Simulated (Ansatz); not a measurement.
Geometry optimisation.

Program: Ansatz.

```
crystal:
  lattice:
    - [4.4910675661, 0.0, 0.0]
    - [-2.245533783, 3.8893786023, 0.0]
    - [0.0, 0.0, 8.1215346042]
  atoms:
    - { symbol: Pb, position: [0.0, 0.0, 0.0] }
    - { symbol: I, position: [0.3333333333, 0.6666666667, 0.2239533257] }
    - { symbol: I, position: [0.6666666667, 0.3333333333, 0.7760466743] }
basis:
  ecutwfc: 420
kpoints:
  mp_grid: { grid: [9, 9, 4] }
hamiltonian:
  xc: pbe
scf:
  occupations: { method: gaussian, width: 0.02 }
output:
  forces: true
  stress: true
  eigenvalues: true
relax:
  adjacent_minimum: "off"
  f_tol: 0.01
  max_steps: 60
  cell: { stress_tol: 0.1 }
```

How does the optimisation go?

Answer. The optimisation met its thresholds at geometry 4, counting the start as the first. The energy fell by about 36 meV/atom from the first step to the last. The largest force component goes from about 0.56 eV/Å at the start to 4 × 10⁻³ eV/Å at the end. The volume grows from 47.3 to 50.8 Å³ per atom (+7 %), as the pressure goes from 2.5 GPa to about 0 GPa.

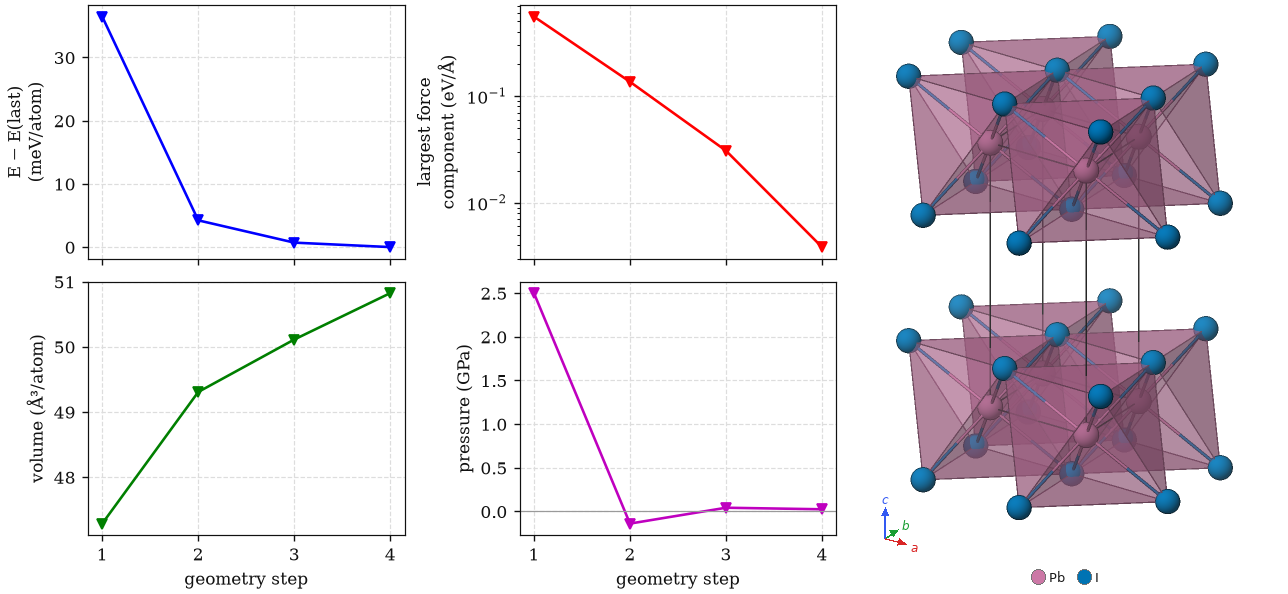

Beside the plot: the structure at the start.

History of the run, step by step. Atoms and cell relax. A closing SCF on a freshly chosen basis isn't drawn.
